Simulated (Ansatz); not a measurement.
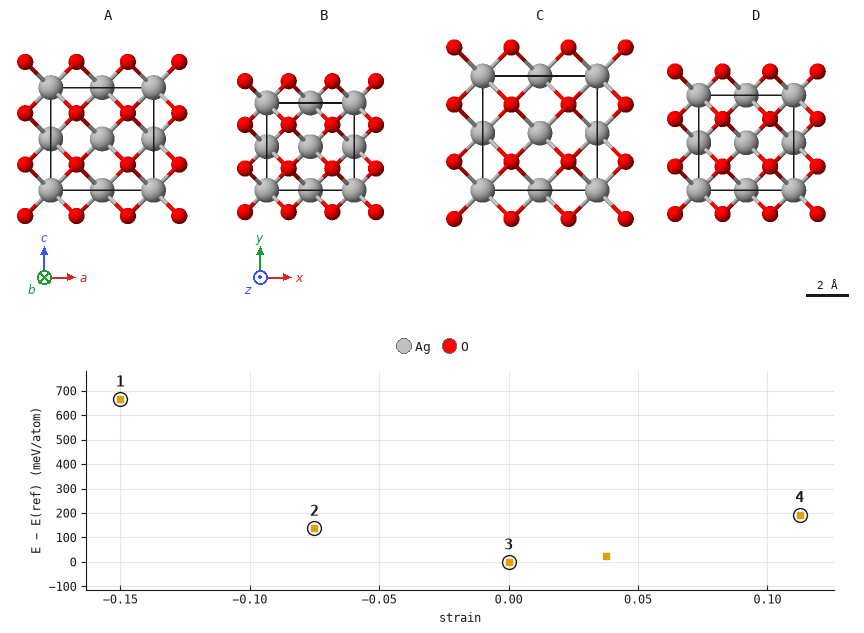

A scan of crystalline AgO (F-43m): the cell is strained equally along x and y, with the atoms kept at their fractional coordinates. x, y and z are the Cartesian axes of the input. The frames are shuffled; the numbered points of the plot belong to them. Style: ball-and-stick. Shown: the conventional cell (4 times the calculation's cell), along the b axis. Lengths and directions refer to the drawn axes.

Level of theory: DFT PBEsol, scalar-relativistic, plane waves, PAW in Ansatz 0.2.0. Set-up: plane-wave cutoff 420 eV; k-point mesh 20 × 20 × 20; occupations gaussian; smearing width 0.15 eV; no spin polarisation. Energies (free energies at the smearing named) are counted from the relaxed crystal.

> Match the frames to the points.

Point 1 is frame B (the strain −0.15, 667 meV/atom); 2 is frame D (the strain −0.075, 138 meV/atom); 3 is frame A (the strain 0.00, 0 meV/atom); 4 is frame C (the strain 0.1125, 194 meV/atom). Of the computed points the lowest is at the strain 0.00, 0 meV/atom. At the ends of the scan the energy is 667 meV/atom (−0.15) and 194 meV/atom (0.1125). The distortion takes the space group from F-43m to I-4m2. At the strain −0.15 the cell of the drawing goes a 4.949 → 4.207 Å, c 4.949 → 4.207 Å.
